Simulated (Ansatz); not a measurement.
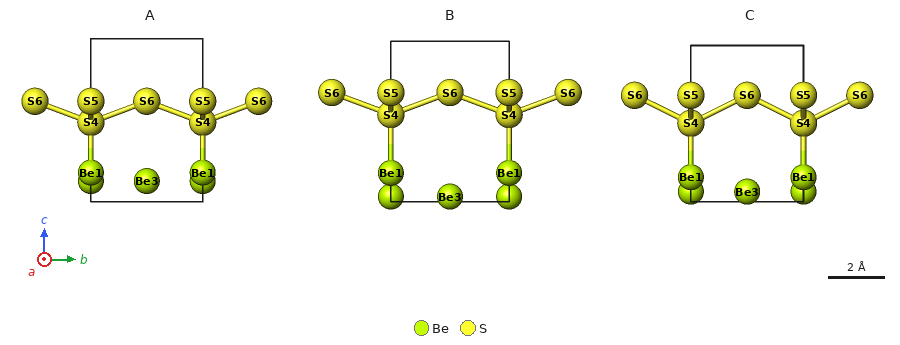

3 geometries from one relaxation of crystalline BeS (a generated structure, set up in P4mm) (coarse preliminary run), in shuffled order. Style: ball-and-stick. Shown: the cell of the calculation, along the a axis.

Computed with DFT PBE, scalar-relativistic, plane waves, PAW in Ansatz. Settings: plane-wave cutoff 420 eV; k-point mesh 4 × 4 × 4; occupations gaussian; smearing width 0.1 eV; no spin polarisation; cell and atoms relaxed; force threshold 0.04 eV/Å; at most 70 steps.

Put them in the order of the run, from the start to the converged end.

A, C, B. They are steps 0, 2, 10, at +1.850 eV per cell of the calculation, +0.453 eV per cell of the calculation relative to the last. Over 8 accepted moves (10 points after the start) the energy falls by 1.850 eV per cell of the calculation. Largest force component: 2.5 eV/Å at the start, 0.0066 eV/Å at the end. Pressure: 8.45 GPa at the start and 0.01 GPa at the end. The line search rejected the trial step at point 4 of the run. The SCF was repeated once at an unchanged geometry on a basis and grid sized afresh for the cell, which shifted the energy by 1.9 meV per cell of the calculation at most. The largest moves relative to the cell, 0.55 Å, are those of Be atoms. By element the largest moves are Be 0.55 Å, S 0.38 Å. Cell: a = b 4.033 → 4.264 Å (+5.7 %), c 5.883 → 5.783 Å (−1.7 %). Volume +9.9 %. Among the contacts that change: Be–S 3.007 → 2.031 Å, Be–S 1.811 → 2.107 Å, S–S 2.155 → 2.275 Å. New bonds form: Be–S (3.01 → 2.03 Å). The space group stays P4mm (No. 99).

Limits of the set-up: the k-point mesh is coarse for a cell with partly filled bands.
